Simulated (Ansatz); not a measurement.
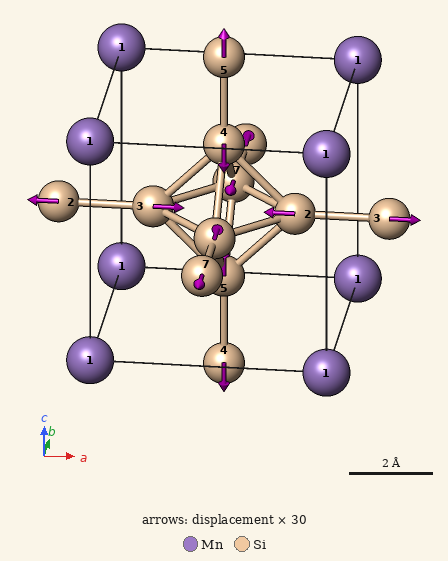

This is a relaxation of solid MnSi$_{6}$ (a generated structure, set up in Pm-3m). The starting structure is drawn; purple arrows show the displacements (the part carried along by the change of the cell is left out), magnified 30 times.

A ball-and-stick model of the cell of the calculation, seen from a free direction.

The calculation used Ansatz, DFT PBE, scalar-relativistic, plane waves, PAW.

Input file:
```yaml
crystal:
  lattice:
    - [5.7772424898, 0.0, 0.0]
    - [0.0, 5.7772424898, 0.0]
    - [0.0, 0.0, 5.7772424898]
  atoms:
    - { symbol: Mn, position: [0.0, 0.0, 0.0], spin: 5.5 }
    - { symbol: Si, position: [0.8003173124, 0.5, 0.5] }
    - { symbol: Si, position: [0.1996826876, 0.5, 0.5] }
    - { symbol: Si, position: [0.5, 0.5, 0.8003173124] }
    - { symbol: Si, position: [0.5, 0.5, 0.1996826876] }
    - { symbol: Si, position: [0.5, 0.1996826876, 0.5] }
    - { symbol: Si, position: [0.5, 0.8003173124, 0.5] }
basis:
  ecutwfc: 420
kpoints:
  mp_grid: { grid: [8, 8, 8] }
hamiltonian:
  xc: pbe
scf:
  occupations: { method: gaussian, width: 0.1 }
output:
  forces: true
  stress: true
  eigenvalues: true
  populations: true
magnetization:
  spin_polarized: true
relax:
  adjacent_minimum: "off"
  f_tol: 0.01
  max_steps: 80
  cell: { stress_tol: 0.05 }
```

Command:
```bash
ansatz run input.yaml --threads 1 --pin off --max-ram 2048MiB --backend cpu --events-out ev --progress --plain --runs-dir out
```

Q: Which element moves most?

A: Silicon: up to 0.026 Å, against 0.000 Å for manganese.

Q: What did the optimiser do to the structure, and how much energy did it gain?

A: Over 4 accepted moves (5 points after the start) the energy falls by 11.3 meV per atom. Largest force component: 0.32 eV/Å at the start, 0.00051 eV/Å at the end. Pressure: 1.70 GPa at the start and 0.01 GPa at the end. At 1 point the geometry stayed and the basis and grid were re-selected for the new cell (energy shift of 0.2 meV per atom at most each time). The largest moves relative to the cell, 0.026 Å, are those of Si2, Si3, Si4, Si5, Si6 and Si7. Si2 goes along −a. Mn stays in place. The volume changes by +5.6 %, with a = b = c 5.777 → 5.884 Å (+1.8 %). Near-neighbour distances that change, for instance: Si2–Si3 2.307 → 2.402 Å, Si2–Si4 2.454 → 2.462 Å. The space group stays Pm-3m (No. 221).
